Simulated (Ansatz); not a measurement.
## Single-point calculation of Ni (part 2 of 2)

Continued. System: Ni (2 atoms in the cell). Method: DFT HSE06, scalar-relativistic, plane waves, PAW, spin-polarised (Ansatz 0.2.0); cutoff 600 eV, 10×10×6 k-mesh, Gaussian smearing of 0.05 eV, collinear spins. The structure was built on a prototype by a generator; it need not be a known phase.

Geometry of the input (Å; fractional positions):
```
2.4863  0.0000  0.0000
-1.2432  2.1532  0.0000
0.0000  0.0000  4.0807
Ni 0.3333  0.6667  0.7500
Ni 0.6667  0.3333  0.2500
```

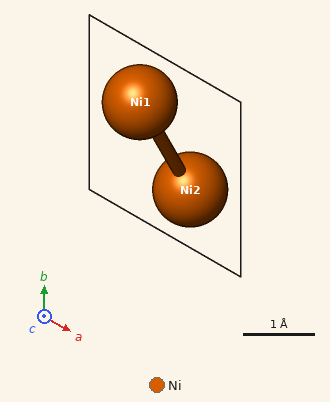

Figure 1. The input geometry (ball-and-stick view of the cell of the calculation, along the c axis; atoms are numbered from 1 in the order of the input).

### The program's output, continued
```
Exchange kernel: α = 0.2500, screened, ω = 0.2079 Å⁻¹, Wigner–Seitz truncation, v(0) = 1046.8045 eV·Å³, q-mesh 10×10×6, nearest image of the exchange supercell L = 24.48 Å, pair-density grid 15×15×24, without the augmentation charges, whose exchange is taken in its separable form by FFT convolution over the k-point mesh (sized by the pseudopotential files, 18×18×36 at the most), smooth part of the exact exchange by density-matrix convolution
Frozen-core exchange: fock
preconditioner: auto → none  [metal: Δε(μ)=0.026 eV  Ē_g=12.289 eV  σ=0.050 eV  W_gap=0.27  n_scr=8 (ndim 8)  ℏωp=35.5 eV  f_vac=0.000  D(μ)=1.46/eV (n_scr^D=22)]
SCF 10 converged in 8 iterations: F = -11675.305038 eV  dr2 = 2.40e-9
  Residual-converged pass: ⟨swp⟩=3.4  Hψ=6190  notcnv=0  max |occ|·‖R‖ = 2.4e-6 eV (tolerance 2.4e-6 eV)  dr2=2.46e-9  dr2_m=1.34e-10  dr2_onsite=5.69e-10  max |Δocc| = 1.9e-10
hybrid outer 9: dexx = +1.076e-2 eV, tail = inf eV, first dr2_mag = 5.73e-3 eV (risen), Δε = 2.20e-1 eV (about 4.37e1 eV left of the loop's levels), ΔF = 2.78e-17 eV/Å (tail inf)
Exchange kernel: α = 0.2500, screened, ω = 0.2079 Å⁻¹, Wigner–Seitz truncation, v(0) = 1046.8045 eV·Å³, q-mesh 10×10×6, nearest image of the exchange supercell L = 24.48 Å, pair-density grid 15×15×24, without the augmentation charges, whose exchange is taken in its separable form by FFT convolution over the k-point mesh (sized by the pseudopotential files, 18×18×36 at the most), smooth part of the exact exchange by density-matrix convolution
Frozen-core exchange: fock
preconditioner: auto → none  [metal: Δε(μ)=0.029 eV  Ē_g=12.293 eV  σ=0.050 eV  W_gap=0.32  n_scr=8 (ndim 8)  ℏωp=35.5 eV  f_vac=0.000  D(μ)=0.92/eV (n_scr^D=2)]
SCF 11 converged in 8 iterations: F = -11675.323476 eV  dr2 = 1.39e-10
  Residual-converged pass: ⟨swp⟩=3.7  Hψ=6153  notcnv=0  max |occ|·‖R‖ = 2.4e-6 eV (tolerance 2.4e-6 eV)  dr2=1.38e-10  dr2_m=4.51e-10  dr2_onsite=1.02e-9  max |Δocc| = 7.7e-11
hybrid outer 10: dexx = +6.514e-3 eV, tail = inf eV, Δε = 2.09e-1 eV (about 8.98e-1 eV left of the loop's levels), ΔF = 2.78e-17 eV/Å (tail inf)
Exchange kernel: α = 0.2500, screened, ω = 0.2079 Å⁻¹, Wigner–Seitz truncation, v(0) = 1046.8045 eV·Å³, q-mesh 10×10×6, nearest image of the exchange supercell L = 24.48 Å, pair-density grid 15×15×24, without the augmentation charges, whose exchange is taken in its separable form by FFT convolution over the k-point mesh (sized by the pseudopotential files, 18×18×36 at the most), smooth part of the exact exchange by density-matrix convolution
Frozen-core exchange: fock
preconditioner: auto → none  [metal: Δε(μ)=0.034 eV  Ē_g=12.308 eV  σ=0.050 eV  W_gap=0.37  n_scr=8 (ndim 8)  ℏωp=35.5 eV  f_vac=0.000  D(μ)=1.21/eV (n_scr^D=10)]
SCF 12 converged in 7 iterations: F = -11675.335361 eV  dr2 = 4.44e-10
  Residual-converged pass: ⟨swp⟩=3.8  Hψ=6799  notcnv=0  max |occ|·‖R‖ = 2.4e-6 eV (tolerance 2.4e-6 eV)  dr2=2.30e-10  dr2_m=3.04e-10  dr2_onsite=2.68e-10  max |Δocc| = 1.9e-10
hybrid outer 11: dexx = +5.368e-3 eV, tail = 4.80e-2 eV, Δε = 1.32e-1 eV (about 5.67e-1 eV left of the loop's levels), ΔF = 2.78e-17 eV/Å (tail 1.10e-15)
Exchange kernel: α = 0.2500, screened, ω = 0.2079 Å⁻¹, Wigner–Seitz truncation, v(0) = 1046.8045 eV·Å³, q-mesh 10×10×6, nearest image of the exchange supercell L = 24.48 Å, pair-density grid 15×15×24, without the augmentation charges, whose exchange is taken in its separable form by FFT convolution over the k-point mesh (sized by the pseudopotential files, 18×18×36 at the most), smooth part of the exact exchange by density-matrix convolution
Frozen-core exchange: fock
preconditioner: auto → none  [metal: Δε(μ)=0.022 eV  Ē_g=12.315 eV  σ=0.050 eV  W_gap=0.24  n_scr=8 (ndim 8)  ℏωp=35.5 eV  f_vac=0.000  D(μ)=1.38/eV (n_scr^D=22)]
SCF 13 converged in 7 iterations: F = -11675.346694 eV  dr2 = 1.15e-9
  Residual-converged pass: ⟨swp⟩=3.8  Hψ=6429  notcnv=0  max |occ|·‖R‖ = 2.4e-6 eV (tolerance 2.4e-6 eV)  dr2=1.19e-9  dr2_m=1.21e-10  dr2_onsite=5.82e-10  max |Δocc| = 1.1e-10
hybrid outer 12: dexx = +7.370e-3 eV, tail = inf eV, first dr2_mag = 4.16e-3 eV (risen), Δε = 1.78e-1 eV (about 9.07e-1 eV left of the loop's levels), ΔF = 5.55e-17 eV/Å (tail inf)
Exchange kernel: α = 0.2500, screened, ω = 0.2079 Å⁻¹, Wigner–Seitz truncation, v(0) = 1046.8045 eV·Å³, q-mesh 10×10×6, nearest image of the exchange supercell L = 24.48 Å, pair-density grid 15×15×24, without the augmentation charges, whose exchange is taken in its separable form by FFT convolution over the k-point mesh (sized by the pseudopotential files, 18×18×36 at the most), smooth part of the exact exchange by density-matrix convolution
Frozen-core exchange: fock
preconditioner: auto → none  [metal: Δε(μ)=0.014 eV  Ē_g=12.327 eV  σ=0.050 eV  W_gap=0.16  n_scr=8 (ndim 8)  ℏωp=35.5 eV  f_vac=0.000  D(μ)=1.20/eV (n_scr^D=10)]
SCF 14 converged in 7 iterations: F = -11675.362755 eV  dr2 = 5.08e-9
  Residual-converged pass: ⟨swp⟩=3.8  Hψ=7026  notcnv=0  max |occ|·‖R‖ = 2.4e-6 eV (tolerance 2.4e-6 eV)  dr2=4.53e-9  dr2_m=8.94e-10  dr2_onsite=1.09e-9  max |Δocc| = 1.4e-10
hybrid outer 13: dexx = +9.142e-3 eV, tail = inf eV, first dr2_mag = 4.96e-3 eV (risen), Δε = 2.25e-1 eV (about 4.46e1 eV left of the loop's levels), ΔF = 5.55e-17 eV/Å (tail inf)
Exchange kernel: α = 0.2500, screened, ω = 0.2079 Å⁻¹, Wigner–Seitz truncation, v(0) = 1046.8045 eV·Å³, q-mesh 10×10×6, nearest image of the exchange supercell L = 24.48 Å, pair-density grid 15×15×24, without the augmentation charges, whose exchange is taken in its separable form by FFT convolution over the k-point mesh (sized by the pseudopotential files, 18×18×36 at the most), smooth part of the exact exchange by density-matrix convolution
Frozen-core exchange: fock
preconditioner: auto → none  [metal: Δε(μ)=0.034 eV  Ē_g=12.350 eV  σ=0.050 eV  W_gap=0.37  n_scr=8 (ndim 8)  ℏωp=35.5 eV  f_vac=0.000  D(μ)=0.95/eV (n_scr^D=2)]
SCF 15 converged in 7 iterations: F = -11675.379467 eV  dr2 = 4.84e-10
  Residual-converged pass: ⟨swp⟩=3.2  Hψ=5656  notcnv=0  max |occ|·‖R‖ = 2.4e-6 eV (tolerance 2.4e-6 eV)  dr2=4.64e-10  dr2_m=8.29e-10  dr2_onsite=1.33e-9  max |Δocc| = 1.4e-11
hybrid outer 14: dexx = +5.774e-3 eV, tail = inf eV, Δε = 2.44e-1 eV (about 3.39e0 eV left of the loop's levels), ΔF = 2.78e-17 eV/Å (tail inf)
Exchange kernel: α = 0.2500, screened, ω = 0.2079 Å⁻¹, Wigner–Seitz truncation, v(0) = 1046.8045 eV·Å³, q-mesh 10×10×6, nearest image of the exchange supercell L = 24.48 Å, pair-density grid 15×15×24, without the augmentation charges, whose exchange is taken in its separable form by FFT convolution over the k-point mesh (sized by the pseudopotential files, 18×18×36 at the most), smooth part of the exact exchange by density-matrix convolution
Frozen-core exchange: fock
preconditioner: auto → none  [insulator: Δε(μ)=0.057 eV  Ē_g=12.365 eV  σ=0.050 eV  W_gap=0.58  n_scr=8 (ndim 8)  ℏωp=35.5 eV  f_vac=0.000  D(μ)=0.67/eV (n_scr^D=2)]
SCF 16 converged in 7 iterations: F = -11675.390340 eV  dr2 = 3.68e-9
  Residual-converged pass: ⟨swp⟩=2.1  Hψ=3608  notcnv=0  max |occ|·‖R‖ = 2.4e-6 eV (tolerance 2.4e-6 eV)  dr2=3.68e-9  dr2_m=2.53e-9  dr2_onsite=3.19e-9  max |Δocc| = 3.1e-13
hybrid outer 15: dexx = +3.752e-3 eV, tail = 1.71e-2 eV, Δε = 2.30e-1 eV (about 1.05e0 eV left of the loop's levels), ΔF = 2.78e-17 eV/Å (tail 5.99e-16)
Exchange kernel: α = 0.2500, screened, ω = 0.2079 Å⁻¹, Wigner–Seitz truncation, v(0) = 1046.8045 eV·Å³, q-mesh 10×10×6, nearest image of the exchange supercell L = 24.48 Å, pair-density grid 15×15×24, without the augmentation charges, whose exchange is taken in its separable form by FFT convolution over the k-point mesh (sized by the pseudopotential files, 18×18×36 at the most), smooth part of the exact exchange by density-matrix convolution
Frozen-core exchange: fock
preconditioner: auto → none  [metal: Δε(μ)=0.046 eV  Ē_g=12.377 eV  σ=0.050 eV  W_gap=0.48  n_scr=8 (ndim 8)  ℏωp=35.5 eV  f_vac=0.000  D(μ)=0.76/eV (n_scr^D=2)]
SCF 17 converged in 7 iterations: F = -11675.395843 eV  dr2 = 4.43e-9
  Residual-converged pass: ⟨swp⟩=2.8  Hψ=4941  notcnv=0  max |occ|·‖R‖ = 2.4e-6 eV (tolerance 2.4e-6 eV)  dr2=4.48e-9  dr2_m=1.88e-10  dr2_onsite=1.18e-9  max |Δocc| = 1.1e-11
hybrid outer 16: dexx = +9.975e-4 eV, tail = 5.87e-3 eV, Δε = 2.32e-1 eV (about 4.12e-1 eV left of the loop's levels), ΔF = 2.78e-17 eV/Å (tail 3.79e-16)
Exchange kernel: α = 0.2500, screened, ω = 0.2079 Å⁻¹, Wigner–Seitz truncation, v(0) = 1046.8045 eV·Å³, q-mesh 10×10×6, nearest image of the exchange supercell L = 24.48 Å, pair-density grid 15×15×24, without the augmentation charges, whose exchange is taken in its separable form by FFT convolution over the k-point mesh (sized by the pseudopotential files, 18×18×36 at the most), smooth part of the exact exchange by density-matrix convolution
Frozen-core exchange: fock
preconditioner: auto → none  [insulator: Δε(μ)=0.059 eV  Ē_g=12.370 eV  σ=0.050 eV  W_gap=0.50  n_scr=8 (ndim 8)  ℏωp=35.5 eV  f_vac=0.000  D(μ)=0.93/eV (n_scr^D=2)]
SCF 18 converged in 6 iterations: F = -11675.397580 eV  dr2 = 2.79e-9
  Residual-converged pass: ⟨swp⟩=3.4  Hψ=6297  notcnv=0  max |occ|·‖R‖ = 2.4e-6 eV (tolerance 2.4e-6 eV)  dr2=2.68e-9  dr2_m=4.48e-9  dr2_onsite=4.81e-9  max |Δocc| = 1.2e-12
hybrid outer 17: dexx = +6.317e-4 eV, tail = 2.33e-3 eV, Δε = 8.25e-2 eV (about 1.74e-1 eV left of the loop's levels), ΔF = 9.25e-17 eV/Å (tail 1.12e-15)
Exchange kernel: α = 0.2500, screened, ω = 0.2079 Å⁻¹, Wigner–Seitz truncation, v(0) = 1046.8045 eV·Å³, q-mesh 10×10×6, nearest image of the exchange supercell L = 24.48 Å, pair-density grid 15×15×24, without the augmentation charges, whose exchange is taken in its separable form by FFT convolution over the k-point mesh (sized by the pseudopotential files, 18×18×36 at the most), smooth part of the exact exchange by density-matrix convolution
Frozen-core exchange: fock
preconditioner: auto → none  [metal: Δε(μ)=0.059 eV  Ē_g=12.374 eV  σ=0.050 eV  W_gap=0.48  n_scr=8 (ndim 8)  ℏωp=35.5 eV  f_vac=0.000  D(μ)=0.88/eV (n_scr^D=2)]
SCF 19 converged in 6 iterations: F = -11675.398668 eV  dr2 = 5.66e-10
  Residual-converged pass: ⟨swp⟩=3.1  Hψ=5812  notcnv=0  max |occ|·‖R‖ = 2.4e-6 eV (tolerance 2.4e-6 eV)  dr2=5.38e-10  dr2_m=7.36e-10  dr2_onsite=1.72e-9  max |Δocc| = 9.0e-12
hybrid outer 18: dexx = +2.584e-4 eV, tail = 1.41e-3 eV, Δε = 7.61e-2 eV (about 1.42e-1 eV left of the loop's levels), ΔF = 7.40e-17 eV/Å (tail 6.68e-16)
Exchange kernel: α = 0.2500, screened, ω = 0.2079 Å⁻¹, Wigner–Seitz truncation, v(0) = 1046.8045 eV·Å³, q-mesh 10×10×6, nearest image of the exchange supercell L = 24.48 Å, pair-density grid 15×15×24, without the augmentation charges, whose exchange is taken in its separable form by FFT convolution over the k-point mesh (sized by the pseudopotential files, 18×18×36 at the most), smooth part of the exact exchange by density-matrix convolution
Frozen-core exchange: fock
preconditioner: auto → none  [insulator: Δε(μ)=0.059 eV  Ē_g=12.377 eV  σ=0.050 eV  W_gap=0.51  n_scr=8 (ndim 8)  ℏωp=35.5 eV  f_vac=0.000  D(μ)=0.93/eV (n_scr^D=2)]
SCF 20 stopped early in 3 iterations: F = -11675.399112 eV  dr2 = 1.70e-5
hybrid outer 19: dexx = +1.298e-4 eV, tail = 3.20e-4 eV, Δε = 5.86e-2 eV (about 1.03e-1 eV left of the loop's levels)
Exchange kernel: α = 0.2500, screened, ω = 0.2079 Å⁻¹, Wigner–Seitz truncation, v(0) = 1046.8045 eV·Å³, q-mesh 10×10×6, nearest image of the exchange supercell L = 24.48 Å, pair-density grid 15×15×24, without the augmentation charges, whose exchange is taken in its separable form by FFT convolution over the k-point mesh (sized by the pseudopotential files, 18×18×36 at the most), smooth part of the exact exchange by density-matrix convolution
Frozen-core exchange: fock
preconditioner: auto → none  [insulator: Δε(μ)=0.058 eV  Ē_g=12.379 eV  σ=0.050 eV  W_gap=0.53  n_scr=8 (ndim 8)  ℏωp=35.5 eV  f_vac=0.000  D(μ)=1.00/eV (n_scr^D=2)]
SCF 21 converged in 10 iterations: F = -11675.399153 eV  dr2 = 3.32e-10
  Residual-converged pass: ⟨swp⟩=1.1  Hψ=2587  notcnv=0  max |occ|·‖R‖ = 2.4e-6 eV (tolerance 2.4e-6 eV)  dr2=3.32e-10  dr2_m=6.71e-10  dr2_onsite=5.19e-10  max |Δocc| = 1.1e-12
hybrid outer 20: dexx = +2.801e-5 eV, tail = 3.41e-6 eV, Δε = 1.42e-2 eV (about 7.88e-3 eV left of the loop's levels)
Exchange kernel: α = 0.2500, screened, ω = 0.2079 Å⁻¹, Wigner–Seitz truncation, v(0) = 1046.8045 eV·Å³, q-mesh 10×10×6, nearest image of the exchange supercell L = 24.48 Å, pair-density grid 15×15×24, without the augmentation charges, whose exchange is taken in its separable form by FFT convolution over the k-point mesh (sized by the pseudopotential files, 18×18×36 at the most), smooth part of the exact exchange by density-matrix convolution
Frozen-core exchange: fock
SCF iter   1: F=—  HF=-11675.399152 eV  |F-HF|=—  |Δ(HF+E_count)|=         —  Δρ=2.42e-6 (↑2.42e-6 ↓1.41e-6)  dr2=1.45e-9  dr2_m=2.16e-10  M=1.680 μB ∫|m|=2.131 μB  β_m=0.30  ethr=9.96e-10  ⟨swp⟩=3.0  Hψ=5446  notcnv=0
preconditioner: auto → none  [insulator: Δε(μ)=0.058 eV  Ē_g=12.379 eV  σ=0.050 eV  W_gap=0.55  n_scr=8 (ndim 8)  ℏωp=35.5 eV  f_vac=0.000  D(μ)=1.03/eV (n_scr^D=8)]
SCF iter   2: F=-11675.399152 eV  HF=-11675.399152 eV  |F-HF|=3.82e-11  |Δ(HF+E_count)|=   3.59e-9  Δρ=1.41e-6 (↑7.68e-7 ↓1.41e-6)  dr2=2.06e-10  dr2_m=1.98e-10  M=1.680 μB ∫|m|=2.131 μB  ethr=3.58e-12  ⟨swp⟩=4.6  Hψ=8773  notcnv=0  defer=1
SCF 22 converged in 2 iterations: F = -11675.399152 eV  dr2 = 2.06e-10
  Residual-converged pass: ⟨swp⟩=1.9  Hψ=2994  notcnv=0  max |occ|·‖R‖ = 2.4e-6 eV (tolerance 2.4e-6 eV)  dr2=2.06e-10  dr2_m=1.98e-10  dr2_onsite=1.37e-10  max |Δocc| = 9.6e-13
```

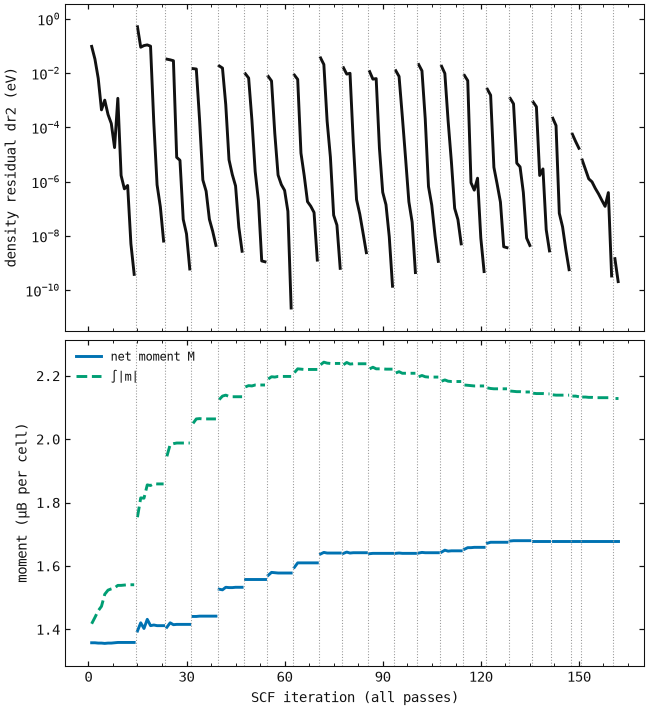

Figure 2. Convergence of the self-consistent field: density residual dr2 and magnetic moment against the SCF iteration. The run starts with a semilocal functional; after that each stretch between dotted lines is one SCF of the hybrid functional between two exact rebuilds of the exchange operator by the outer loop. Early passes are stopped at a loose threshold. The 22 passes take 2 to 14 iterations each, 162 in all. The net moment goes from 1.4 to 1.7 μB per cell.

```
hybrid outer 21: dexx = +7.129e-10 eV, tail = 1.43e-9 eV, Δε = 1.87e-4 eV (about 8.07e-5 eV left of the loop's levels), ΔF = 4.63e-17 eV/Å (tail 2.00e-17)
this state was not tested for a lower state beside it, because the functional holds exact exchange (a hybrid, or Hartree-Fock), whose exchange loop this test does not read (fock_operator); the stability check (scf.self_checks: high) cannot read this state: a pseudopotential is PAW: the check reads norm-conserving sets alone
hybrid SCF converged: 21 outer / 148 inner (+14 warm-up), last move |dexx| = 7.13e-10 eV, tail = 1.43e-9 eV
Magnetization: 1.6803 μB (18.8401 up, 17.1599 down)
Absolute magnetization: 2.1312 μB (∫|ρ↑−ρ↓|, with the PAW one-centre terms)
Spin contamination: 0.1076 ħ² per cell (⟨S²⟩ above its minimum at these occupations)
Per-site moments (μB) at R_I (Å): [(0.9176200418381241, 1.0256129320620304), (0.9176200418381243, 1.0256129320620304)]
Free energy (F): -11675.399152 eV
Frozen-core exchange: fock
Harris-Foulkes:  -11675.399152 eV  (|F-HF|=3.82e-11)
Internal energy: -11675.397864 eV  (E = F + TS)
E sigma→0 (E₀):  -11675.398508 eV
Entropy (-TS):   -0.001289 eV (-0.644 meV/atom)
Fermi energy:    18.246935 eV
--- Per-component energies (eV) ---
  E_band       = -680.477342
  E_kinetic    = 566.284102
  E_local      = -6920.651083  (includes V_loc(G=0)·N_el)
  E_nonlocal   = 1290.216894
  E_hartree    = 2902.385629
  E_xc         = -136.066596
  E_vxc        = -173.631464  (∫ρ·V_xc dr)
  E_exx        = -192.518805  (= α·E_x^exact, valence–valence)
  E_paw        = -3111.667756  (= ΣΔE_a)
  E_vpaw       = -862.428820  (= ΣTr[D̂ρ^β])
  E_aug_tail   = 0.000150  (compensation charges beyond the density's cutoff)
  E_ewald      = -6072.947860
  E_core_change = -0.432539  (= ΣΔE_core)
  E_smearing   = -0.001289  (= −TS)
  E_closure    = -0.000000  (closes the sum)
  Σ components = -11675.399152   (vs F -11675.399152, Δ=-1.82e-12)
--- Forces (eV/Å), atoms counted from 1 ---
  atom   1  Ni     0.00000000    -0.00000000     0.00000000
  atom   2  Ni    -0.00000000     0.00000000    -0.00000000
  max |Σ_I F_I| component: 1.85e-17 eV/Å
--- Stress (GPa, compression-positive) ---
       10.558696       0.000000      -0.000000
        0.000000      10.558696       0.000000
       -0.000000       0.000000       6.511754
  P = ⅓ Tr σ = 9.2097 GPa (92.097 kbar)
--- Band table (eV; the first three rows and the last of 112) ---
  k-point 0 ↑: bands = ["-92.0597", "-92.0232", "-51.7442", "-51.5109", "-50.4163", "-50.4163", "-50.3761", "-50.3761", "7.7649", "10.7368", "12.5900", "14.0806", "14.0806", "14.3432", "14.3432", "14.3601", "14.3601", "15.4465", "15.4465", "17.2399", "23.6836", "41.5046", "43.7341"]
  k-point 1 ↑: bands = ["-92.0573", "-92.0256", "-51.7284", "-51.5265", "-50.4136", "-50.4136", "-50.3787", "-50.3787", "8.0677", "10.7597", "12.5362", "13.9675", "13.9675", "14.2814", "14.2814", "14.5487", "14.5487", "15.4318", "15.4318", "15.9002", "25.4528", "41.2821", "41.9935"]
  k-point 2 ↑: bands = ["-92.0506", "-92.0324", "-51.6854", "-51.5690", "-50.4061", "-50.4061", "-50.3860", "-50.3860", "8.9288", "10.7073", "12.4360", "13.7943", "13.8985", "13.8985", "14.1091", "14.1091", "14.8702", "14.8702", "15.3501", "15.3501", "28.9776", "37.4086", "41.7613"]
  k-point 55 ↓: bands = ["-90.4510", "-90.4510", "-49.3006", "-49.3006", "-49.2059", "-49.2059", "-49.1389", "-49.1389", "13.2501", "13.2501", "13.9582", "13.9582", "14.7935", "14.7935", "15.8524", "15.8524", "20.2328", "20.2328", "23.1674", "23.1674", "26.7959", "26.7959", "28.5829"]
--- Löwdin populations: 2 sites ---
  site symbol       q [e]    m [muB]
     0     Ni     17.7916     0.9064
     1     Ni     17.7916     0.9064
  spilling = 0.011577 (of n_electrons = 36.000000)
```

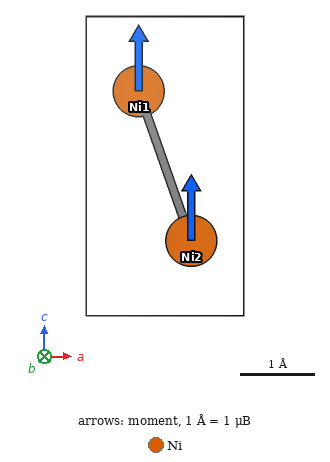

Figure 3. Magnetic moments of the sites as blue arrows (ball-and-stick view of the cell of the calculation, along the b axis; atoms are numbered from 1 in the order of the input); small moments hardly show. The run is collinear, so the axis drawn is arbitrary. Site moments: Ni1, Ni2 (0.92 μB). They are counted near the atoms and needn't add up to the moment of the cell.

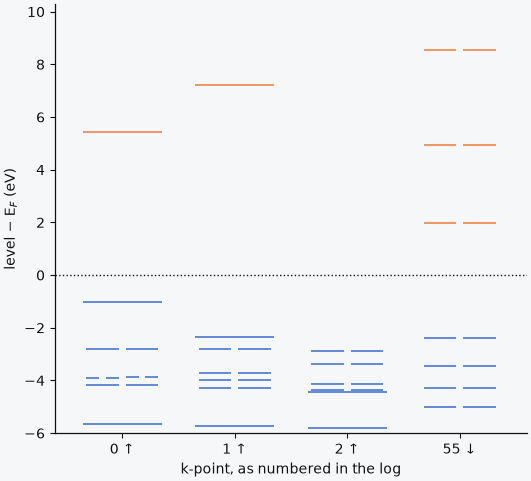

Figure 4. Kohn–Sham levels near the Fermi level (dotted) at the few k-points that the log prints; levels within 0.02 eV of each other stand side by side. The system is metallic on the full mesh.

### Summary

```csv
quantity,value
outcome,converged
space group (tolerance 0.01 Å),P6₃/mmc (194)
electrons treated,36
free energy,−11675.3992 eV
Fermi energy,18.247 eV
gap on the k-point mesh,none (metallic)
net moment of the cell,1.68 μB
integrated absolute moment,2.13 μB
pressure,9.21 GPa
largest force (length of the vector),under 0.001 eV/Å
hardware,"4 threads of an x86-64 CPU, shared host"
wall time,2.2 min (CPU time 8.1 min)
peak memory,2.8 GiB
```

### Notes

The program warns: the state was not tested for a lower one; the exchange loop's threshold is looser than advised for the stress; the SCF threshold is looser than advised for the printed stress. The cell is under a pressure of 9.2 GPa at this level, so it is not at its equilibrium volume.
